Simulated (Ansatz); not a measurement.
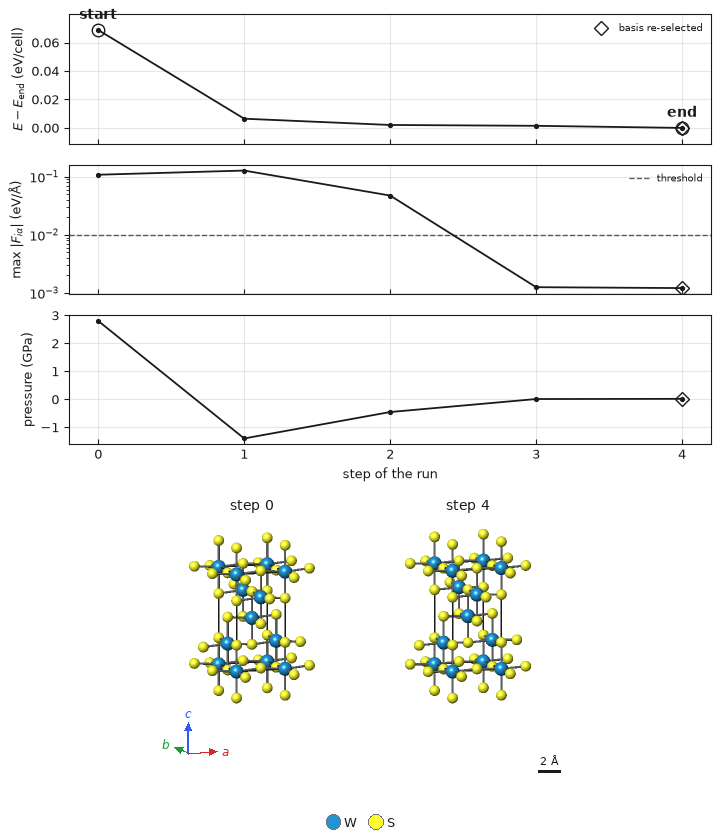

First and last geometry of a relaxation of crystalline WS₂ (built on the anatase type), with the history of the run. A ball-and-stick model of the conventional cell (2 times the calculation's cell), seen slightly off an axis. Lengths and directions refer to the drawn axes.

All numbers below come from DFT, r2SCAN+rVV10, plane waves, PAW (Ansatz 0.2.0). Set-up: plane-wave cutoff 500 eV; k-point mesh 8 × 8 × 8; occupations fermi dirac; smearing width 0.03 eV; no spin polarisation; cell and atoms relaxed; force threshold 0.01 eV/Å; at most 120 steps.

Q: Did the run converge, and what did it change?

A: It converged. The energy falls by 68.9 meV per cell of the calculation in 3 accepted moves (4 points after the start). The largest force component goes from 0.11 to 0.0012 eV/Å. The pressure goes from 2.80 to 0.02 GPa. The SCF was repeated once at an unchanged geometry on a basis and grid sized afresh for the cell, which shifted the energy by 1.5 meV per cell of the calculation at most. The largest moves relative to the cell, 0.091 Å, are those of S atoms. W stays in place. The drawn cell changes as follows: a = b 4.715 → 4.738 Å (+0.5 %), c 8.959 → 9.291 Å (+3.7 %); the volume changes by +4.7 %. Some distances before and after: S–W 2.366 → 2.372 Å. Among the angles between lasting bonds that change: S–W–S 170.4° → 174.4°, W–S–W 170.4° → 174.4°, S–W–S 85.2° → 87.2°. The space group stays I4_1/amd (No. 141). Cost: 2.6 min on 2 threads of Intel(R) Xeon(R) Processor @ 2.50GHz (Skylake/Cascade Lake) (shared host), peak memory 1 GiB.

| step | E − E(0), meV/atom | largest force component, eV/Å | pressure, GPa | volume, Å³/atom | note |
| --- | --- | --- | --- | --- | --- |
| 0 | 0.00 | 0.1084 | 2.80 | 16.596 |  |
| 1 | -10.40 | 0.1280 | -1.39 | 17.458 |  |
| 2 | -11.14 | 0.0475 | -0.45 | 17.404 |  |
| 3 | -11.23 | 0.0013 | 0.01 | 17.381 |  |
| 4 | -11.48 | 0.0012 | 0.02 | 17.381 | same geometry, new basis |
